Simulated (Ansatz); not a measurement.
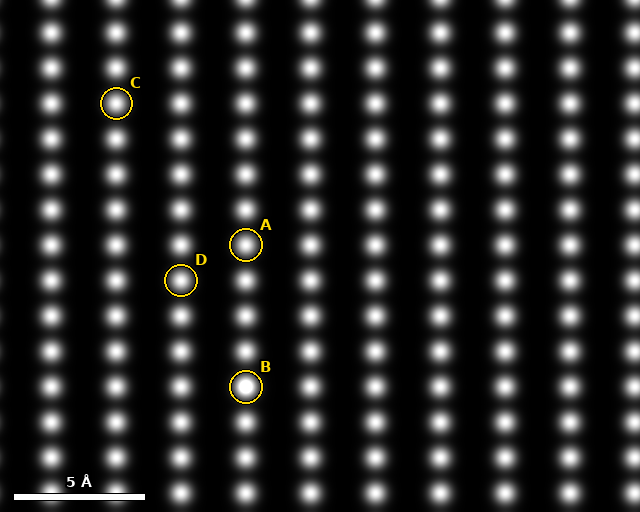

HAADF-like image of Mo (P6_3/mmc, No. 194) along [210]. Simulation: incoherent imaging, intensity Z^1.7 per atom, probe width 0.66 Å, thin sample. The probe carries 15 % of its weight in a tail 2.5 times as wide.

The sample is 4 repeats (18.8 Å) thick. One point defect was put into the perfect crystal, without relaxing the atoms around it. Brightness is counted from the darkest point of the image. Host structure: the input geometry of a calculation; the starting structure was generated, so it need not be a known form of this composition.

Q: Which ringed column holds the defect, and does it scatter more or less than its equals?

B; it scatters more. The column holds 4 atoms (Mo) through the sample, and one Mo atom is replaced by W, so its peak rises to about 140 % of that of its equals.
